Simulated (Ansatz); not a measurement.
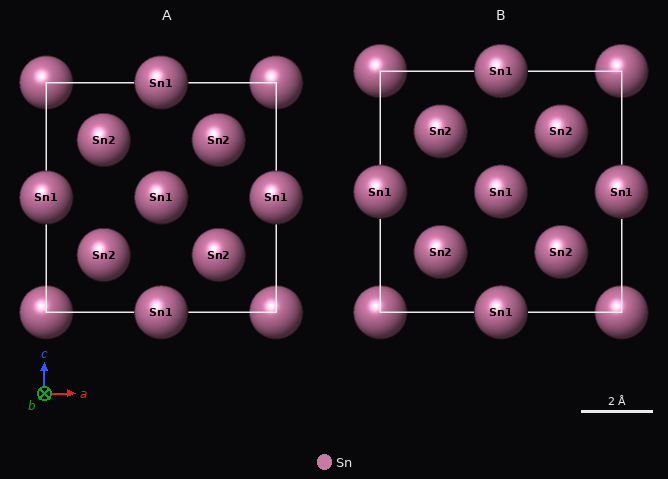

Two geometries of solid Sn (set up in Fd-3m), drawn at one scale. One is the start of a relaxation, the other its converged end. A spheres-only model of the conventional cell (4 times the calculation's cell), seen along the b axis. Lengths and directions refer to the drawn axes.

Level of theory: DFT, BLYP, plane waves (420 eV) with PAW, scalar-relativistic (Ansatz 0.2.0). Set-up: plane-wave cutoff 420 eV; k-point mesh 9 × 9 × 9; occupations fermi dirac; smearing width 0.1 eV; no spin polarisation; cell and atoms relaxed; force threshold 0.01 eV/Å; at most 60 steps.

Which geometry has the lower energy?

Answer. Structure B is the relaxed one. Phase: alpha-Sn (diamond). The energy falls by 0.171 eV per cell of the calculation in 2 accepted moves (3 points after the start). All forces vanish by symmetry, so only the cell relaxes. Pressure: 5.87 GPa at the start and 0.02 GPa at the end. The SCF was repeated once at an unchanged geometry on a basis and grid sized afresh for the cell, which shifted the energy by 1.1 meV per cell of the calculation at most. The atoms keep their places relative to the cell (all moves are under 0.005 Å). Cell: a = b = c 6.491 → 6.814 Å (+5.0 %). Volume +15.7 %. Among the contacts that change: Sn1–Sn2 2.811 → 2.951 Å. The space group stays Fd-3m (No. 227). The run took about 8 core-seconds on a shared host.
